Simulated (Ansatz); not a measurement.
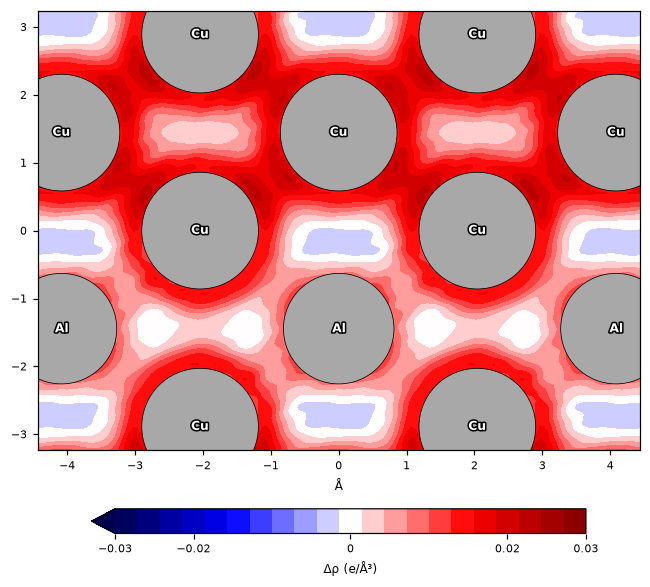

AlCu3. Difference of the valence pseudo-densities of two functionals at the same geometry, on the (101̄) plane of the calculation cell: LDA less r2SCAN0.

Space group Fm-3m; a structure from a database of computed crystals, not necessarily the ambient phase.

Both computed with Ansatz (plane waves, PAW), on the same k-point mesh. Grey discs cover the atomic cores.

```
Cu Al
1.0
     0.00000    2.88801    2.88801
     2.88801    0.00000    2.88801
     2.88801    2.88801    0.00000
Cu Al
3 1
Direct
  0.75000 0.75000 0.75000
  0.25000 0.25000 0.25000
  0.50000 0.50000 0.50000
  0.00000 0.00000 0.00000
```

### What does the difference map show?

Against r2SCAN0, LDA gives more density around Cu (+0.016 e/Å³ on average at 1.0 Å from the nucleus), more density around Al (+0.005 e/Å³ on average at 1.0 Å from the nucleus) and a change of +0.019 e/Å³ at the midpoint of Cu–Cu and +0.006 e/Å³ at the midpoint of Al–Cu.
